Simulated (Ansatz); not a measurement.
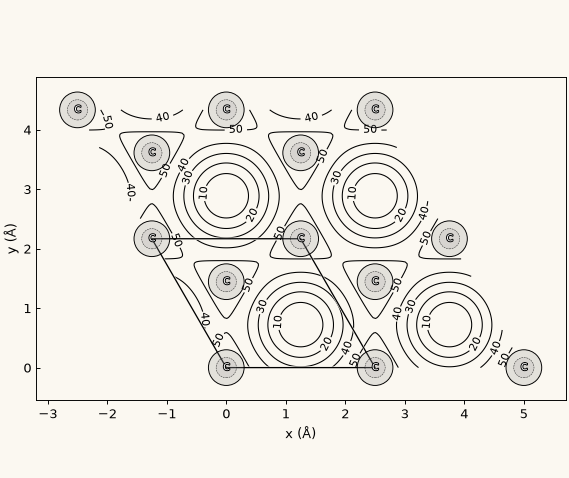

Energy landscape of CO on a C(001) slab cut from the P6_3/mmc phase, its upper half relaxed before the scan (40 atoms of substrate and one adsorbate in a 2 × 2 cell). CO (O end down) is moved over the surface cell at a fixed height above a rigid substrate; the origin of the map has the adsorbate above C33; the height is held at 2.70 Å. Places are given modulo a cell vector. The map is drawn in real space over the plane of the surface. The grid has 6 × 6 points; 10 points were computed and 26 follow by symmetry. Places are given in fractions of the 1 × 1 surface cell. Energies are in meV, from the lowest grid point. At a fixed height the lowest place need not be the adsorption site. Method: DFT PBE+D3(BJ), scalar-relativistic, plane waves, PAW (Ansatz 0.2.0). Settings: cutoff 420 eV, k-mesh 6×6×1, gaussian smearing 0.05 eV, no spin polarisation.

Drawn: contour lines labelled in meV, labelled circles for the atoms of the top layer and small ones for the second layer, the outline of one cell of the 2 × 2 shown. Between grid points the surface is interpolated. 

Question: Where are the wells?

Answer: The lowest grid point is at a sixfold hollow, (4/6, 2/6) of the cell vectors. It is the only kind of minimum in the scanned range. The highest grid point, the top site over a surface C atom, (2/6, 4/6) of the cell vectors, lies 56.1 meV above the lowest. On the interpolated surface the easiest way out of the lowest well to its copy in the next cell or period passes a barrier of about 50 meV.

Each point was launched as `ansatz run input.yaml --threads 2 --pin off --max-ram 6144MiB --backend cpu --events-out ev --progress --plain --runs-dir out`. Time for the 10 points that were run: 37 min on 2 threads of Arm Neoverse N1 (shared host).

PAW datasets: the set soft_1.
